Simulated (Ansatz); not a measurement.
**Al₂Cu: density, localisation and related maps**

Input file:

```
crystal:
  lattice:
    - [-3.0261521189, 3.0261521189, 2.4412820335]
    - [3.0261521189, -3.0261521189, 2.4412820335]
    - [3.0261521189, 3.0261521189, -2.4412820335]
  atoms:
    - { symbol: Al, position: [0.1587216849, 0.6587216849, 0.8174423316] }
    - { symbol: Al, position: [0.6670324672, 0.8495901356, 0.5] }
    - { symbol: Al, position: [0.8412783151, 0.3412783151, 0.1825576684] }
    - { symbol: Al, position: [0.3329675328, 0.1504098644, 0.5] }
    - { symbol: Cu, position: [0.7410783356, 0.7410772211, -0.0178444433] }
    - { symbol: Cu, position: [0.2589216644, 0.2589227789, 0.0178444433] }
basis:
  ecutwfc: 520.0
kpoints:
  mp_grid: { grid: [10, 10, 10] }
hamiltonian:
  xc: pbe
  pseudopotentials: { kind: paw, azcp: { folder: soft_1 } }
scf:
  occupations: { method: gaussian, width: 0.15 }
output:
  forces: true
  stress: true
  eigenvalues: true
  write_density: true
  write_potential: true
  elf: true
  volumetric_format: npy
```

Run with:

```sh
ansatz run input.yaml --threads 4 --pin off --max-ram 8192MiB --backend cpu --events-out ev --progress --plain --runs-dir out
```

Below, planes, directions and counts refer to the conventional cell (a = 4.88 Å, b = 8.56 Å, c = 4.93 Å, α = 90.00°, β = 119.70°, γ = 90.00°).

Space group C2/m; a point of a scan over the structure, not its minimum; not relaxed (largest force 0.3 eV/Å); computed without spin polarisation; PAW files of the earlier set (soft_1).

These are results of Ansatz 0.2.0, DFT PBE, scalar-relativistic, plane waves, PAW, not measurements.

Core electrons are frozen (PAW), and the valence fields are smoothed inside the atomic spheres.

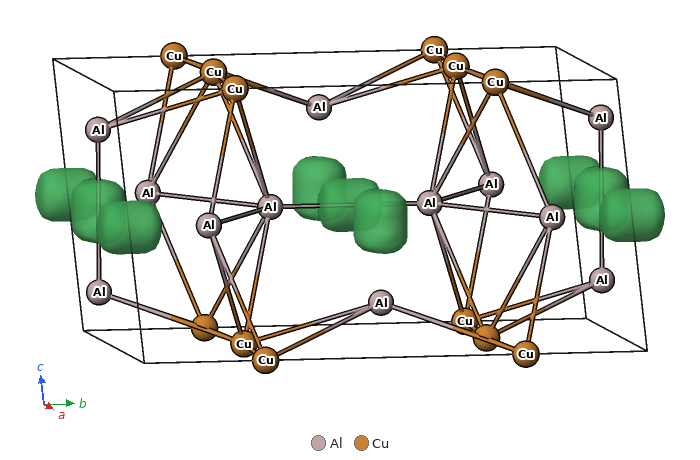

Figure 1. Isosurface of the electron localisation function at 0.75 (green), seen slightly off an axis. Core shells and regions of very low density are left out. Sticks mark near contacts.

What do the ELF domains correspond to?

Answer. The surface consists of four regions between bonded Al–Al atoms, counted in one cell of 12 atoms. Regions shared between cells count once. Profiles from the grid: Cu–Cu (2.45 Å): the ELF is about 0.25 at the midpoint (no shared electron pair shows on this line). Al–Cu (2.54 Å): the ELF peaks at about 0.65 between the atoms.

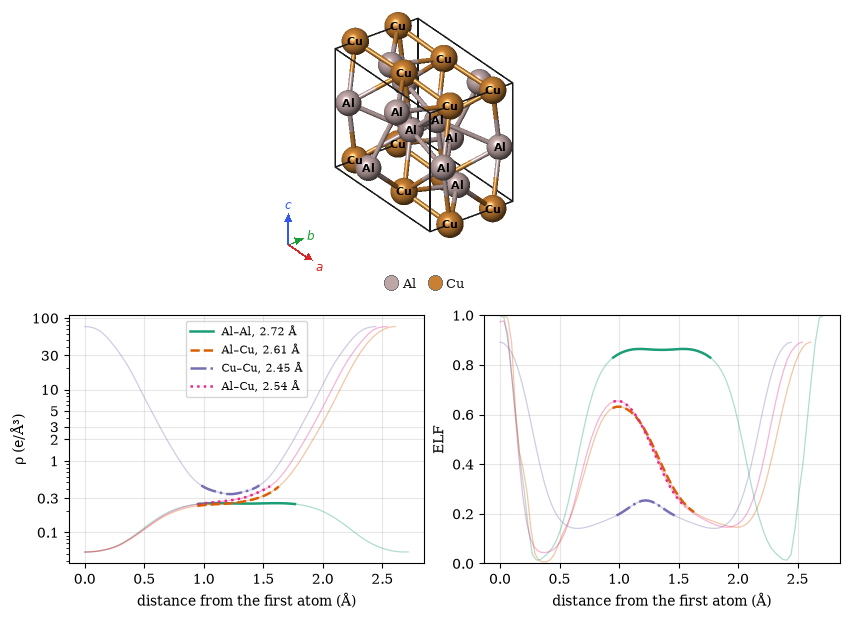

Figure 2. Valence pseudo-density and electron localisation function along straight lines between neighbouring atoms. Thin, pale parts lie inside the atomic spheres. The structure is drawn too.

What can be read from the curves?

Answer. Al–Al (2.72 Å): ρ at the midpoint is about 0.25 e/Å³; the ELF peaks at about 0.85 between the atoms.
Al–Cu (2.61 Å): ρ is about 0.27 e/Å³ halfway; the ELF peaks at about 0.65 between the atoms.
Cu–Cu (2.45 Å): ρ at the midpoint is about 0.34 e/Å³; the ELF is about 0.25 at the midpoint; no shared electron pair shows on this line.
Al–Cu (2.54 Å): the density is about 0.29 e/Å³ at the midpoint; the ELF peaks at about 0.65 between the atoms.

Metal or insulator at this level of theory?

Answer. It is gapless in this calculation (a metal or semimetal).
